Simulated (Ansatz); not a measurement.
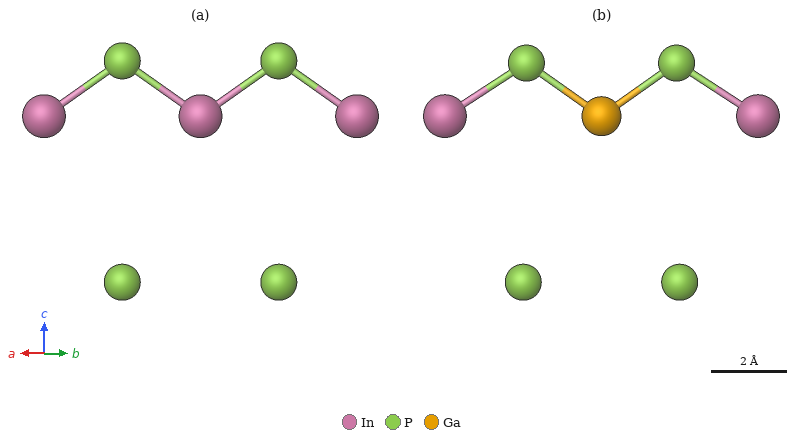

Left: perfect InP. Right: the same region with one point defect, after relaxing the atoms in a supercell of 16 sites. The picture is a ball-and-stick view of the atoms within 5.4 Å of one point, in a slice 3.4 Å thick across the line of sight, seen along [110].

These are results of DFT PBE, scalar-relativistic, plane waves, PAW (Ansatz 0.2.0), not measurements. (plane-wave cutoff 420 eV; k-point mesh 3 × 3 × 3; occupations gaussian; smearing width 0.02 eV; no spin polarisation) The cell is small and the k-mesh coarse, so the numbers are rough. The axes drawn are those of the host's conventional cell.

Q: Which defect is it?

A: An indium atom is replaced by gallium.

The charge state of the cell is 0.

Q: How does the lattice respond?

A: In the host the In atom has 4 P at 2.58 Å; the Ga atom ends with 4 P at 2.48 Å. Of the host's atoms, a phosphorus atom moves furthest from its site, by 0.11 Å. Relaxing the atoms from the host's sites lowers the energy by 0.20 eV. At a tolerance of 0.02 Å the relaxed supercell has space group F-43m.
